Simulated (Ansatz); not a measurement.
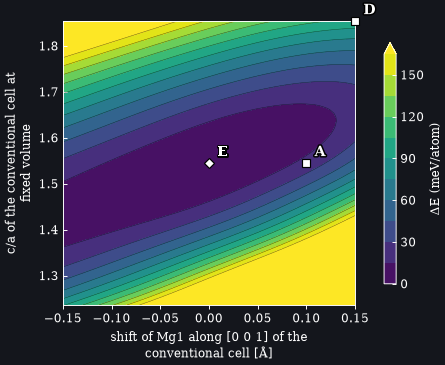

MgO (P6_3mc, No. 186; 4 atoms in the cell). The energy is mapped over a free internal coordinate and the cell. First axis: shift of Mg1 along [0 0 1] of the conventional cell, Cartesian (0 0 1), its symmetry partners moved as symmetry demands (measured in the relaxed cell). Second axis: c/a of the conventional cell at fixed volume. Nothing is relaxed (all other coordinates fixed). Grid: 7 × 7 points. Points are written as (first, second). Energies: meV/atom, counted from the lowest grid point. The calculation used Ansatz, DFT PBE, scalar-relativistic, plane waves, PAW. Settings: cutoff 520 eV, k-mesh 9×9×6 in the order of the run's cell vectors, gaussian smearing 0.05 eV, no spin polarisation.

Drawn: filled contours, one colour for all values above the top of the scale, lettered points. Between grid points the surface is interpolated.

**Is E the lowest point of the computed grid?**

Yes. E, at (0.00 Å, 1.545), has the lowest energy of the grid.

**Rank the lettered points by energy, lowest first.**

E (0 meV/atom), A (20 meV/atom), D (101 meV/atom).

PAW datasets: the set soft_1.
